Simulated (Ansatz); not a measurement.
# Run report: Si$_{3}$N, geometry relaxation (part 3 of 3)

The same run, continued: Si$_{3}$N (slab, 8 atoms in the cell); DFT PBEsol, scalar-relativistic, plane waves, PAW, no spin polarisation (Ansatz 0.2.0); cutoff 420 eV, 9×9×1 k-mesh, Gaussian smearing of 0.05 eV. The structure derives from a Materials Project entry. The input holds or restrains some coordinates. Forces given for the steps count only the free coordinates. It belongs to a series of runs on one base structure; here: N2 put at a bridge Si-Si site.

Geometry of the input (Å; fractional positions):
```
3.8249  0.0000  0.0000
-1.9124  3.3125  0.0000
0.0000  0.0000  27.2211
Si 0.6667  0.3333  0.3123
Si 0.3333  0.6667  0.3415
Si 0.3333  0.6667  0.4284
Si 0.6667  0.3333  0.4564
Si 0.6667  0.3333  0.5443
Si 0.3333  0.6667  0.5690
N  -0.0000  0.5000  0.6314
N  -0.0000  0.5000  0.6718
```

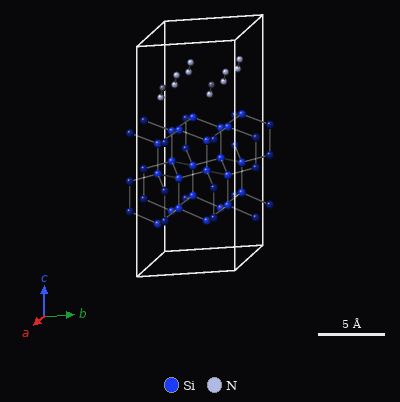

Fig. 1: The geometry at step 11 of the log (ball-and-stick view of the 2 × 2 repeat of the cell, with the vacuum cut short, seen slightly off an axis; neighbours outside the cell are drawn fainter).

## Trajectory as extended XYZ, continued
```
8
Lattice="3.8249 0.0000 0.0000 -1.9124 3.3125 0.0000 0.0000 0.0000 27.2211" Properties=species:S:1:pos:R:3:forces:R:3 step=6 energy=-4483.18998
Si    1.9124    1.1041    8.5000   -0.0144  -0.0083   0.4643
Si    0.0000    2.2083    9.2968   -0.0108  -0.0062  -0.5896
Si    0.0000    2.2083   11.6622    0.0541   0.0312  -0.0161
Si    1.9189    1.1079   12.4107   -0.0492  -0.0284  -0.0328
Si    1.9102    1.1028   14.7742    0.0041   0.0024   0.1164
Si   -0.0048    2.2056   15.4650    0.0920   0.0531  -0.2419
N    -0.9187    1.6779   17.9774    0.3944   0.2277   1.9563
N    -0.5767    1.8754   19.0251   -0.4697  -0.2712  -1.6587
8
Lattice="3.8249 0.0000 0.0000 -1.9124 3.3125 0.0000 0.0000 0.0000 27.2211" Properties=species:S:1:pos:R:3:forces:R:3 step=7 energy=-4483.25932
Si    1.9124    1.1041    8.5000   -0.0087  -0.0050   0.4755
Si    0.0000    2.2083    9.2968   -0.0077  -0.0045  -0.5921
Si    0.0000    2.2083   11.6622    0.0444   0.0256   0.0424
Si    1.9179    1.1073   12.4172   -0.0374  -0.0216   0.0041
Si    1.9310    1.1148   14.7974    0.0166   0.0096   0.0431
Si    0.0183    2.2189   15.4793    0.0424   0.0245  -0.1728
N    -0.9783    1.6435   18.1652    0.0647   0.0373   0.6310
N    -0.6070    1.8579   19.1860   -0.1142  -0.0659  -0.4312
8
Lattice="3.8249 0.0000 0.0000 -1.9124 3.3125 0.0000 0.0000 0.0000 27.2211" Properties=species:S:1:pos:R:3:forces:R:3 step=8 energy=-4483.29556
Si    1.9124    1.1041    8.5000   -0.0044  -0.0026   0.4966
Si    0.0000    2.2083    9.2968   -0.0035  -0.0020  -0.6067
Si    0.0000    2.2083   11.6622    0.0243   0.0140   0.0470
Si    1.9159    1.1061   12.4158   -0.0187  -0.0108   0.0276
Si    1.9472    1.1242   14.8040    0.0101   0.0059  -0.0075
Si    0.0351    2.2286   15.4718    0.0153   0.0089  -0.0656
N    -1.0438    1.6057   18.3503    0.0967   0.0558   0.4305
N    -0.6150    1.8532   19.3382   -0.1195  -0.0690  -0.3221
8
Lattice="3.8249 0.0000 0.0000 -1.9124 3.3125 0.0000 0.0000 0.0000 27.2211" Properties=species:S:1:pos:R:3:forces:R:3 step=9 energy=-4483.31264
Si    1.9124    1.1041    8.5000   -0.0008  -0.0005   0.5084
Si    0.0000    2.2083    9.2968   -0.0005  -0.0003  -0.6106
Si    0.0000    2.2083   11.6622    0.0079   0.0045   0.0607
Si    1.9145    1.1054   12.4182   -0.0052  -0.0030   0.0031
Si    1.9649    1.1344   14.8066    0.0074   0.0043  -0.0032
Si    0.0532    2.2390   15.4699   -0.0001  -0.0001  -0.0165
N    -1.1065    1.5694   18.5195    0.0948   0.0547   0.2643
N    -0.6109    1.8556   19.4626   -0.1032  -0.0596  -0.2069
8
Lattice="3.8249 0.0000 0.0000 -1.9124 3.3125 0.0000 0.0000 0.0000 27.2211" Properties=species:S:1:pos:R:3:forces:R:3 step=10 energy=-4483.31974
Si    1.9124    1.1041    8.5000    0.0008   0.0004   0.5155
Si    0.0000    2.2083    9.2968    0.0005   0.0003  -0.6146
Si    0.0000    2.2083   11.6622    0.0026   0.0015   0.0636
Si    1.9140    1.1051   12.4183   -0.0014  -0.0008   0.0002
Si    1.9676    1.1360   14.8078    0.0002   0.0001  -0.0053
Si    0.0556    2.2404   15.4690    0.0011   0.0006   0.0073
N    -1.1355    1.5527   18.6642   -0.0057  -0.0033   0.0319
N    -0.6004    1.8616   19.5755    0.0010   0.0006  -0.0019
8
Lattice="3.8249 0.0000 0.0000 -1.9124 3.3125 0.0000 0.0000 0.0000 27.2211" Properties=species:S:1:pos:R:3:forces:R:3 step=11 energy=-4483.31977
Si    1.9124    1.1041    8.5000    0.0008   0.0004   0.5165
Si    0.0000    2.2083    9.2968    0.0005   0.0003  -0.6154
Si    0.0000    2.2083   11.6622    0.0026   0.0015   0.0637
Si    1.9140    1.1051   12.4183   -0.0014  -0.0008   0.0005
Si    1.9676    1.1360   14.8078    0.0002   0.0001  -0.0063
Si    0.0556    2.2404   15.4690    0.0011   0.0006   0.0083
N    -1.1355    1.5527   18.6642   -0.0050  -0.0029   0.0338
N    -0.6004    1.8616   19.5755    0.0012   0.0007  -0.0012
8
Lattice="3.8249 0.0000 0.0000 -1.9124 3.3125 0.0000 0.0000 0.0000 27.2211" Properties=species:S:1:pos:R:3:forces:R:3 step=12 energy=-4483.32383
Si    1.9124    1.1041    8.5000    0.0012   0.0007   0.5245
Si    0.0000    2.2083    9.2968    0.0016   0.0009  -0.6130
Si    0.0000    2.2083   11.6622   -0.0047  -0.0027   0.0970
Si    1.9134    1.1047   12.4232    0.0057   0.0033   0.0108
Si    1.9665    1.1354   14.8190    0.0017   0.0010  -0.0293
Si    0.0547    2.2399   15.4844   -0.0043  -0.0025  -0.0037
N    -1.1663    1.5350   18.8455    0.0277   0.0160   0.0608
N    -0.6023    1.8606   19.7333   -0.0288  -0.0166  -0.0470
8
Lattice="3.8249 0.0000 0.0000 -1.9124 3.3125 0.0000 0.0000 0.0000 27.2211" Properties=species:S:1:pos:R:3:forces:R:3 step=13 energy=-4483.32500
Si    1.9124    1.1041    8.5000    0.0020   0.0012   0.5270
Si    0.0000    2.2083    9.2968    0.0012   0.0007  -0.6154
Si    0.0000    2.2083   11.6622   -0.0010  -0.0006   0.0846
Si    1.9135    1.1048   12.4219    0.0006   0.0004  -0.0135
Si    1.9622    1.1329   14.8127   -0.0023  -0.0013   0.0124
Si    0.0501    2.2372   15.4804   -0.0006  -0.0004  -0.0004
N    -1.1955    1.5181   18.9798    0.1006   0.0581   0.1407
N    -0.5898    1.8678   19.8308   -0.1007  -0.0581  -0.1355
8
Lattice="3.8249 0.0000 0.0000 -1.9124 3.3125 0.0000 0.0000 0.0000 27.2211" Properties=species:S:1:pos:R:3:forces:R:3 step=14 energy=-4483.32529
Si    1.9124    1.1041    8.5000    0.0018   0.0010   0.5280
Si    0.0000    2.2083    9.2968    0.0012   0.0007  -0.6164
Si    0.0000    2.2083   11.6622   -0.0015  -0.0008   0.0843
Si    1.9134    1.1047   12.4215    0.0013   0.0007  -0.0043
Si    1.9590    1.1310   14.8137   -0.0024  -0.0014   0.0072
Si    0.0468    2.2353   15.4819   -0.0005  -0.0003  -0.0019
N    -1.1910    1.5207   19.0246    0.0710   0.0410   0.1071
N    -0.6010    1.8613   19.8899   -0.0713  -0.0412  -0.1052
8
Lattice="3.8249 0.0000 0.0000 -1.9124 3.3125 0.0000 0.0000 0.0000 27.2211" Properties=species:S:1:pos:R:3:forces:R:3 step=15 energy=-4483.32548
Si    1.9124    1.1041    8.5000    0.0015   0.0009   0.5305
Si    0.0000    2.2083    9.2968    0.0012   0.0007  -0.6182
Si    0.0000    2.2083   11.6622   -0.0012  -0.0007   0.0853
Si    1.9133    1.1046   12.4212    0.0011   0.0007   0.0065
Si    1.9526    1.1273   14.8154   -0.0022  -0.0012  -0.0042
Si    0.0404    2.2316   15.4833   -0.0006  -0.0004  -0.0006
N    -1.2020    1.5143   19.0882    0.0244   0.0141   0.0331
N    -0.6005    1.8616   19.9419   -0.0239  -0.0138  -0.0329
8
Lattice="3.8249 0.0000 0.0000 -1.9124 3.3125 0.0000 0.0000 0.0000 27.2211" Properties=species:S:1:pos:R:3:forces:R:3 step=16 energy=-4483.32552
Si    1.9124    1.1041    8.5000    0.0011   0.0006   0.5304
Si    0.0000    2.2083    9.2968    0.0009   0.0005  -0.6174
Si    0.0000    2.2083   11.6622   -0.0004  -0.0002   0.0862
Si    1.9132    1.1046   12.4215    0.0004   0.0002   0.0014
Si    1.9460    1.1235   14.8153   -0.0012  -0.0007  -0.0025
Si    0.0338    2.2278   15.4830   -0.0011  -0.0006   0.0016
N    -1.2000    1.5155   19.1012    0.0020   0.0011   0.0023
N    -0.6004    1.8617   19.9562   -0.0017  -0.0010  -0.0022
```

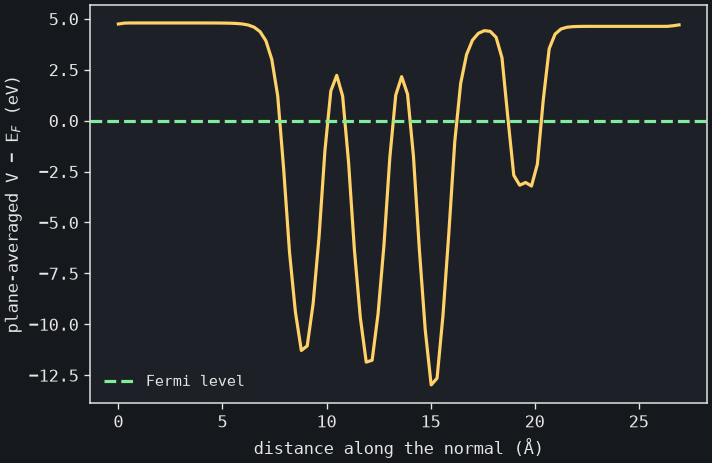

Fig. 2: Plane average of the electrostatic potential energy of an electron across the cell, from the Fermi level. The vacuum level lies 4.63 eV above the Fermi level on the upper side and 4.79 eV on the lower.

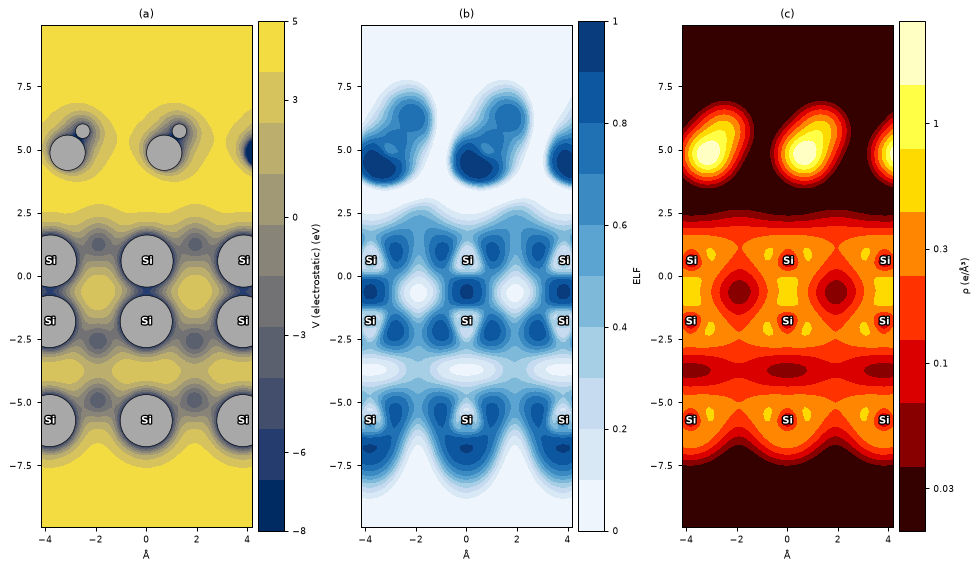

Fig. 3: (a) electrostatic potential energy of an electron; (b) electron localisation function; (c) valence electron density on the (11̄0) plane of the calculation cell, a cut from vacuum to vacuum. Grey discs, where drawn, cover atomic cores. The section cuts through Si sites. The density dies away to nearly zero in the vacuum. In a PAW calculation such maps are meaningful between the atoms, not at the nuclei.

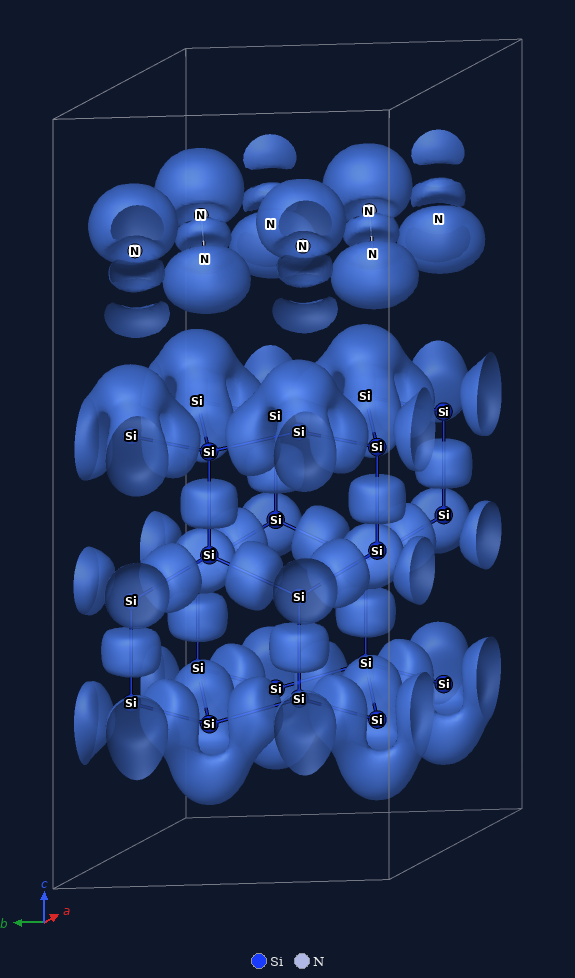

Fig. 4: Isosurface of the ELF at 0.75 (blue), seen at an oblique angle. Only the valence region is drawn (cores and ρ < 0.01 e/Å³ removed). Sticks mark near contacts. Profiles from the grid: N–N (1.10 Å): the ELF peaks at about 0.85 between the atoms (inside overlapping PAW spheres, so only a guide) (a multiple bond by its length, whose ELF region spreads away from the axis).

## Key numbers

| quantity | value |
| --- | --- |
| outcome | converged under the restraints of the input |
| electrons treated | 34 |
| free energy | −4483.3255 eV |
| work function, top face | 4.63 eV |
| work function, bottom face | 4.79 eV |
| Fermi energy | −0.298 eV |
| gap on the k-point mesh | none (metallic) |
| final volume | 344.89 Å³ |
| work function (upper face) | 4.63 eV |
| largest force (length of the vector) at the end, held atoms and coordinates included | 0.617 eV/Å |
| wall time | 2.7 min |
| peak memory | 0.63 GiB |

## Notes

Warnings of the run: the exchange-correlation potential is rough where the density is thin.
